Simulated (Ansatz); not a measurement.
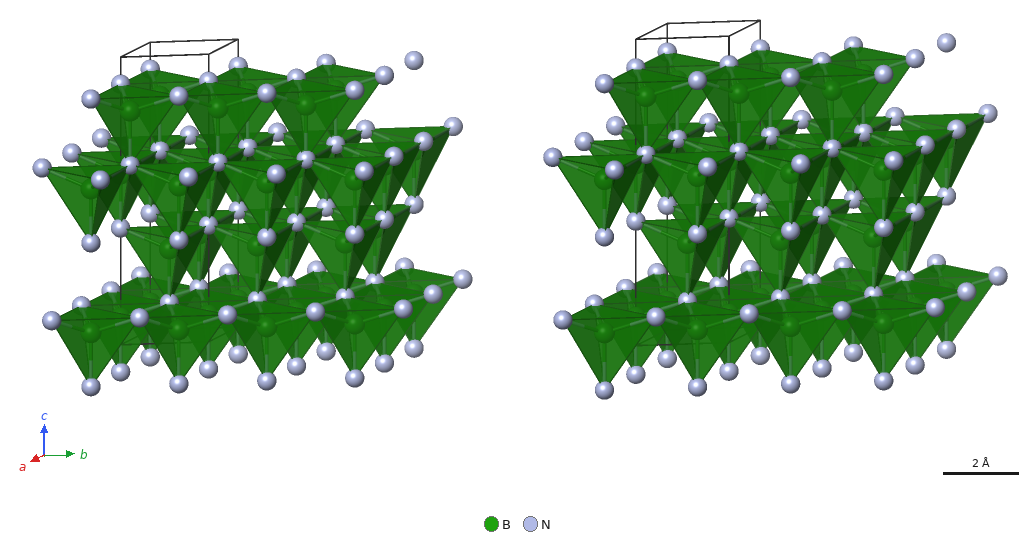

Two geometries of a crystal of BN (a generated structure, set up in P6_3mc) (coarse preliminary run), drawn at one scale. One is the start of a relaxation, the other its converged end. Style: polyhedral. Shown: the cell of the calculation, repeated 2 × 3 × 1 with one cell outlined, slightly off an axis.

Computed with DFT PBE, scalar-relativistic, plane waves, PAW (Ansatz 0.2.0). (plane-wave cutoff 420 eV; k-point mesh 12 × 12 × 2; occupations gaussian; smearing width 0.1 eV; no spin polarisation; cell and atoms relaxed; force threshold 0.04 eV/Å; at most 70 steps)

> Which of the two is the end point?

The right one is the relaxed one. The largest moves relative to the cell, 0.004 Å, are those of N atoms. By element the largest moves are N 0.004 Å, B 0.003 Å. The volume changes by +19.3 %, with a = b 2.417 → 2.558 Å (+5.8 %), c 7.893 → 8.408 Å (+6.5 %). Near-neighbour distances that change, for instance: B–N 1.480 → 1.583 Å. The space group stays P6_3mc (No. 186). After 5 accepted moves (7 points after the start) the energy has fallen by 1.926 eV per cell of the calculation. The largest force component goes from 0.28 to 0.0013 eV/Å. Pressure: 91.10 GPa at the start and 0.22 GPa at the end. The SCF was repeated twice at an unchanged geometry on a basis and grid sized afresh for the cell, which shifted the energy by 0.110 eV per cell of the calculation at most.
